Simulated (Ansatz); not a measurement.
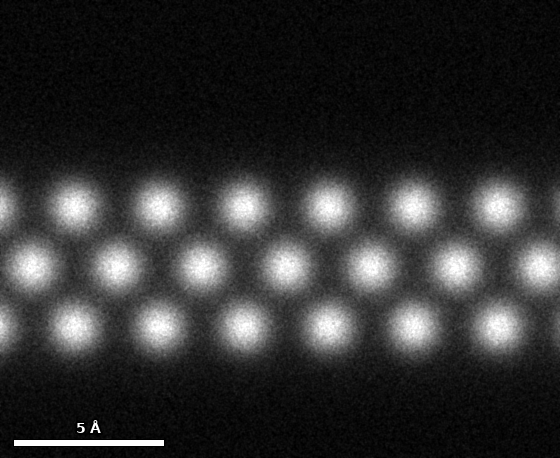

Cross-section of a slab, seen along a direction in its plane, the normal pointing up. The image is simulated as a sum over atoms of Z^1.6, blurred by a 1.20 Å probe (no channelling). The probe carries 25 % of its weight in a tail 2.5 times as wide. The display is stretched by a gamma of 0.8; percentages refer to the linear signal. Shot noise was added. Atomic positions: the geometry relaxed in a fixed cell with DFT PBEsol, scalar-relativistic, plane waves, PAW in Ansatz. The model holds Al.

Question: How many atomic planes does the slab have, and what do they hold from top to bottom?

Answer: 3 planes (atoms within 0.35 Å in height count as one plane):

```tsv
plane	content	depth below the top plane (Å)
1	Al	0.0
2	Al	2.0
3	Al	4.0
```

Question: How thick is it, and how does it end on either side?

Answer: The outermost planes are 4.0 Å apart. The upper face ends in Al and the lower in Al, so the sequence of planes is the same from both sides.

The model is a slab of composition Al.
